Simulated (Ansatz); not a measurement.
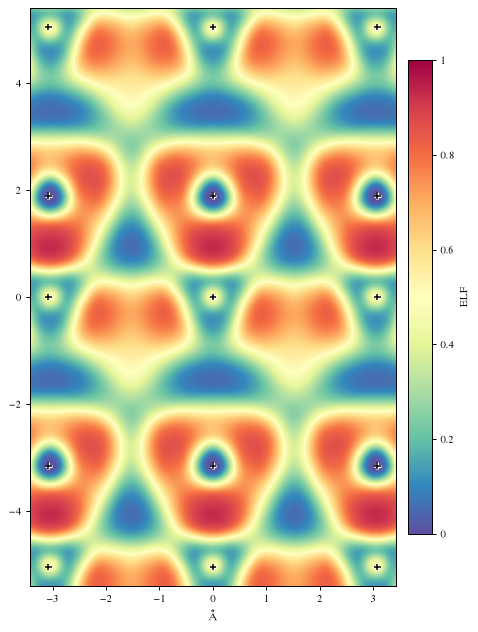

The electron localisation function on a plane through atoms (crosses mark nuclei in the plane).

Method: Ansatz, DFT, PBE, plane waves, PAW.

Candidates:
A. ZrO$_{2}$, a = 3.53 Å, b = 3.53 Å, c = 5.12 Å, α = 90.00°, β = 90.00°, γ = 90.00°. Space group P4₂/nmc; a structure from a database of computed crystals, not necessarily the ambient phase; started from the database structure prototype, which need not be the ambient phase; changed on purpose from its base cell (hydrostatic strain -2.0%); computed pressure about 17 GPa in this cell.
B. MoS$_{2}$, a = 3.30 Å, b = 3.30 Å, c = 12.93 Å, α = 90.00°, β = 90.00°, γ = 120.00°. Space group P6₃/mmc; started from the 2H (MoS2) bulk prototype, which need not be the ambient phase; changed on purpose from its base cell (hydrostatic strain +4.0%); computed pressure about −5 GPa in this cell; computed without spin polarisation.
C. SiC, a = 3.08 Å, b = 3.08 Å, c = 5.05 Å, α = 90.00°, β = 90.00°, γ = 120.00°. Space group P6₃mc; started from the wurtzite prototype, which need not be the ambient phase; computed pressure about 4 GPa in this cell.

Question: Which system is this?

Answer: Candidate C: SiC on the (100) plane of the conventional cell, which holds Si and C. Si–C (1.90 Å): the ELF peaks at about 0.95 between the atoms; a covalent bond.
